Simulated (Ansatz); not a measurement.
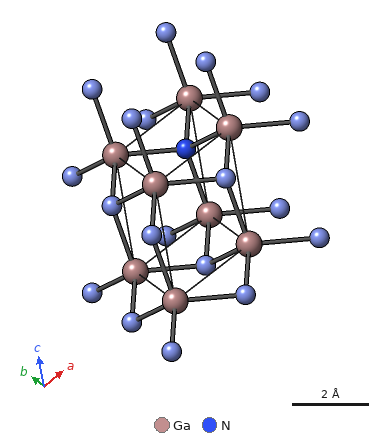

Ball-and-stick drawing of the structure, looking slightly off an axis. The simulation cell is drawn as a box. Every bond is drawn to its end, so some atoms lie outside the box, in fainter colours.

```
CELL_PARAMETERS angstrom
0.00000 2.27424 2.27424
2.27424 0.00000 2.27424
2.27424 2.27424 0.00000
ATOMIC_POSITIONS crystal
Ga 0.00000 0.00000 0.00000
N 0.75000 0.75000 0.75000
```

Electronic-structure method: Ansatz, DFT PBE, scalar-relativistic, plane waves, PAW. Parameters: a kinetic-energy cutoff of 420 eV, the zone sampled with 10×10×10 points, Gaussian smearing of 0.02 eV, no spin polarisation.

How charged are the atoms, by the Bader scheme?

Answer. Ga +1.54 e; N -1.54 e. The transfer is large, as in an ionic solid.

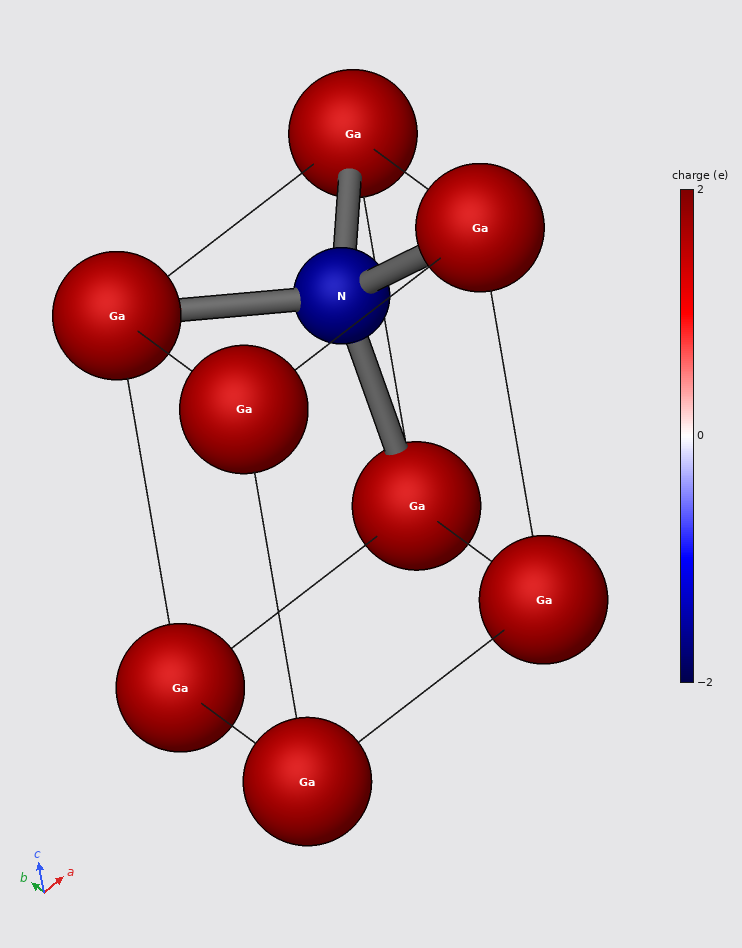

The atoms coloured by those charges.

It goes back to a structure listed in the Materials Project. Earlier steps of the study may have refined or changed the cell and positions. Ansatz was used for an electronic-structure calculation on it.
